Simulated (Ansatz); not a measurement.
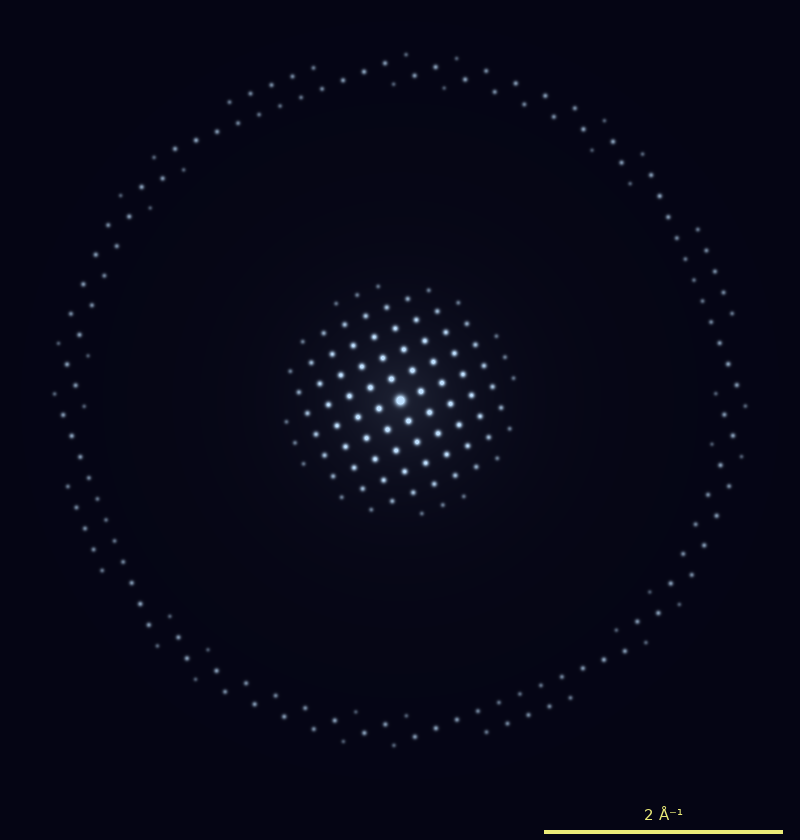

Wide-angle electron diffraction pattern, simulated kinematically at 60 kV (λ = 0.0487 Å, B = 0.2 Å², logarithmic intensity scale). The centre holds the zero-order Laue zone; the ring outside it is the first higher-order Laue zone that is excited.

Question: Measure the ring and find the spacing of the reciprocal-lattice layers along the beam.

Answer: The ring radius is about 2.8 Å⁻¹, so H ≈ λG²/2 is about 0.19 Å⁻¹, and 1/H, about 5.2 Å, is the shortest lattice translation along the beam.

The crystal is Cs, space group Pm-3m (No. 221), a = 5.23 Å, seen along [001]. Structure: coordinates from a relaxation with DFT, RPBE, plane waves (420 eV) with PAW, scalar-relativistic in Ansatz; the starting structure was generated, so it need not be a known form of this composition.

Question: What symmetry do the zero layer and the whole pattern have?

Answer: Zero layer: 4mm. With the outer ring, and with Friedel's law holding in this kinematic picture: 4mm.
